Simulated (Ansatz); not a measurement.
Consider C (slab).

The calculation's input:

```
crystal:
  lattice:
    - [2.4663511028, 0.0, 0.0]
    - [0.0, 9.532280958, 0.0]
    - [0.0, 0.0, 25.1836330461]
  atoms:
    - { symbol: C, position: [0.0, 0.1338893799, 0.2978124715] }
    - { symbol: C, position: [0.5, 0.1673617248, 0.3230859126] }
    - { symbol: C, position: [0.5, 0.2343064148, 0.3736327947] }
    - { symbol: C, position: [0.0, 0.2677787597, 0.3989062358] }
    - { symbol: C, position: [0.0, 0.3347234497, 0.4494531179] }
    - { symbol: C, position: [0.5, 0.3681957946, 0.4747265589] }
    - { symbol: C, position: [0.5, 0.4351404846, 0.5252734411] }
    - { symbol: C, position: [0.0, 0.4686128295, 0.5505468821] }
    - { symbol: C, position: [0.0, 0.5355575194, 0.6010937642] }
    - { symbol: C, position: [0.5, 0.5690298644, 0.6263672053] }
    - { symbol: C, position: [0.5, 0.6359745543, 0.6769140874] }
    - { symbol: C, position: [0.0, 0.6694468993, 0.7021875285] }
basis:
  ecutwfc: 420
kpoints:
  mp_grid: { grid: [14, 4, 1] }
hamiltonian:
  xc: pbe
scf:
  occupations: { method: gaussian, width: 0.1 }
output:
  forces: true
  eigenvalues: true
  write_density: true
  write_potential: true
  elf: true
  volumetric_format: npy
relax:
  adjacent_minimum: "off"
  f_tol: 0.02
  max_steps: 60
efield:
  axis: 3
  dipole_correction: true
  ramp_width: 0.04
```

Run with:

```sh
ansatz run input.yaml --threads 1 --pin off --max-ram 2560MiB --backend cpu --events-out ev --progress --plain --runs-dir out
```

The fields are those of the run's last geometry, not of the input's.

Computed with Ansatz 0.2.0, DFT PBE, scalar-relativistic, plane waves, PAW.

Question: What can the converged valence pseudo-density and electron localisation function tell about the bonding?

Answer: C–C (1.43 Å): ρ is about 2 e/Å³ halfway; the ELF peaks at about 0.95 between the atoms.
C–C (1.48 Å): the density is about 1.7 e/Å³ at the midpoint; the ELF peaks at about 0.90 between the atoms.

Question: Does the calculation make it a metal, or give it a gap?

Answer: It is metallic or semimetallic at this level of theory: no gap opens.

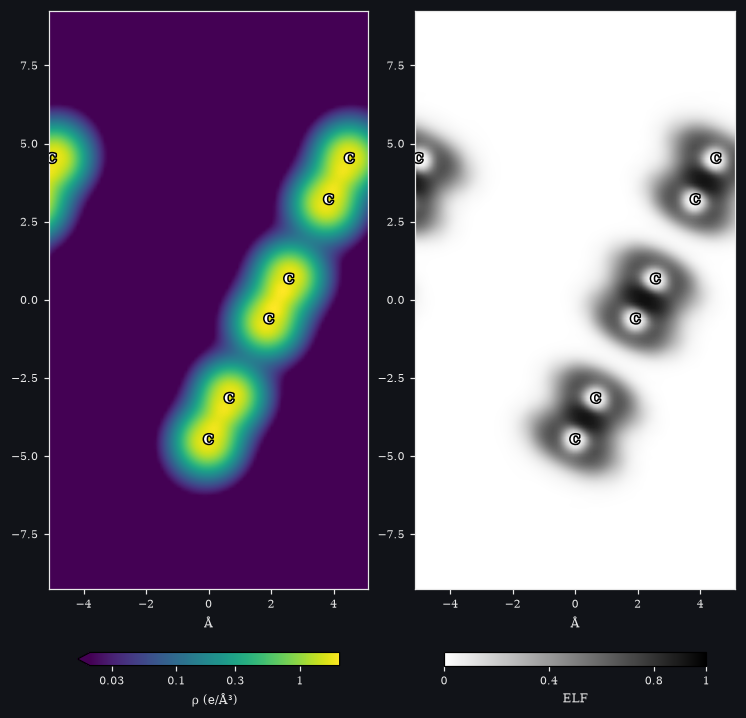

Computed valence pseudo-density and electron localisation function on the (100) plane of the calculation cell, a cut from vacuum to vacuum, in this order. 

In a PAW calculation such maps are meaningful between the atoms, not at the nuclei.
